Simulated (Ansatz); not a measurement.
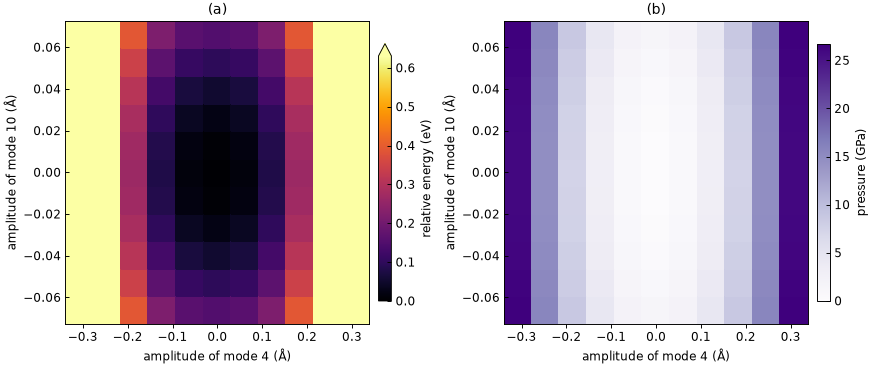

AlN (P6_3/mmc, No. 194; 4 atoms in the cell). The energy is mapped over two normal modes frozen in (zone-centre modes of the 4-atom cell of this scan). Coordinates scanned: (1) amplitude of mode 4 (201 cm⁻¹), largest displacement; (2) amplitude of mode 10 (663 cm⁻¹), largest displacement. Nothing is relaxed (the cell and all other modes fixed). The scan uses an 11 × 11 grid; 36 points were computed and 85 follow by symmetry. Points are written as (first, second). Energies: eV per cell, counted from the lowest grid point. These are results of DFT PBE, scalar-relativistic, plane waves, PAW (Ansatz), not measurements. Settings: cutoff 520 eV, k-mesh 9×9×6 in the order of the run's cell vectors, gaussian smearing 0.05 eV, no spin polarisation.

Panel (a) is the energy; panel (b) is the computed pressure, in GPa.

Drawn: one coloured cell a grid point, one colour for all values above the top of the scale.

Question: How does the pressure vary over the map, and what is it at the lowest grid point?

Answer: It runs from 0.0 GPa at (0.000 Å, 0.000 Å) to 26.7 GPa at (−0.308 Å, −0.066 Å). At the lowest grid point, (0.000 Å, 0.000 Å), it is 0.0 GPa.

```
second ↓, first →  −0.308  −0.246  −0.185  −0.123  −0.062  0.000  0.062  0.123  0.185  0.246  0.308
            0.066    26.7    15.7     8.7     4.5     2.2    1.5    2.2    4.5    8.7   15.7   26.7
            0.053    26.5    15.4     8.3     4.0     1.7    0.9    1.7    4.0    8.3   15.4   26.5
            0.040    26.3    15.1     7.9     3.6     1.3    0.5    1.3    3.6    7.9   15.1   26.3
            0.026    26.1    14.9     7.7     3.3     1.0    0.2    1.0    3.3    7.7   14.9   26.1
            0.013    26.1    14.8     7.6     3.1     0.8    0.0    0.8    3.1    7.6   14.8   26.1
            0.000    26.0    14.8     7.5     3.1     0.7    0.0    0.7    3.1    7.5   14.8   26.0
           −0.013    26.1    14.8     7.6     3.1     0.8    0.0    0.8    3.1    7.6   14.8   26.1
           −0.026    26.1    14.9     7.7     3.3     1.0    0.2    1.0    3.3    7.7   14.9   26.1
           −0.040    26.3    15.1     7.9     3.6     1.3    0.5    1.3    3.6    7.9   15.1   26.3
           −0.053    26.5    15.4     8.3     4.0     1.7    0.9    1.7    4.0    8.3   15.4   26.5
           −0.066    26.7    15.7     8.7     4.5     2.2    1.5    2.2    4.5    8.7   15.7   26.7
```

PAW datasets: the set soft_1.
